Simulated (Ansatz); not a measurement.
## Electronic structure of Co2Si in real space

```xyz
6
Lattice="4.6026 0.0000 0.0000 0.0000 8.0224 0.0000 0.0000 0.0000 2.4232" Properties=species:S:1:pos:R:3 pbc="T T T"
Co    1.1507    2.0056    1.2116
Co    3.4520    6.0168    1.2116
Co    1.1507    6.0168    1.2116
Co    3.4520    2.0056    1.2116
Si    0.0000    4.0112    1.2116
Si    2.3013    0.0000    1.2116
```

Space group Cmmm; a structure generated by program, which may or may not match a known phase; spin-polarised.

The calculation used DFT PBE, scalar-relativistic, plane waves, PAW (Ansatz).

In a PAW calculation such maps are meaningful between the atoms, not at the nuclei.

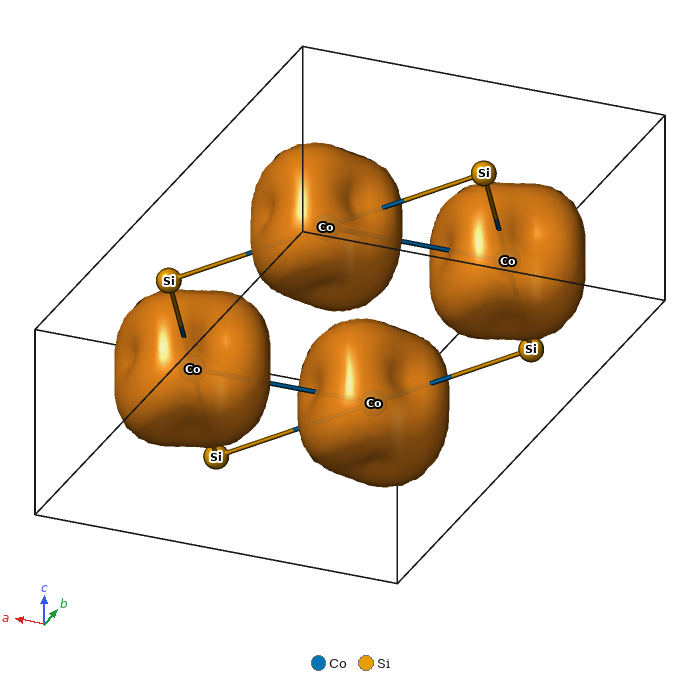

Figure 1. Isosurface of the magnetisation density (up minus down) at +0.04 e/Å³ (orange), seen at an oblique angle. Sticks mark near contacts.

**Where is the spin, and how is it ordered?**

The spin density sits on Co: +1.3 μB (×4) in one cell of 6 atoms: parallel main moments (a ferromagnetic arrangement) in this solution. The cell of the calculation (3 atoms) carries 2.5 μB of net spin moment.

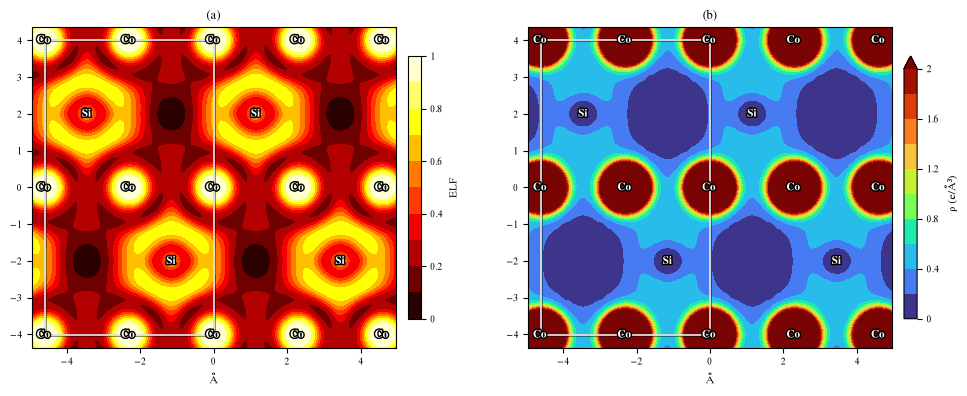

Figure 2. (a) ELF; (b) valence pseudo-density on the (001) plane of the conventional cell.

**What do the fields say about this system?**

The plane passes through Co and Si nuclei. Co–Co (2.30 Å): ρ at the midpoint is about 0.46 e/Å³; the ELF is about 0.25 at the midpoint (no shared electron pair shows on this line). Co–Si (2.31 Å): ρ is about 0.47 e/Å³ halfway; the ELF peaks at about 0.75 in the valence shell of Si, 0.9 Å from its nucleus, and is about 0.50 at the midpoint. Between the atoms the lowest density in this plane is 0.02 e/Å³. The features right at Co lie inside the PAW spheres, where the map follows smoothed inner orbitals and isn't to be read closely.

**Does the calculation make it a metal, or give it a gap?**

It is gapless in this calculation (a metal or semimetal).
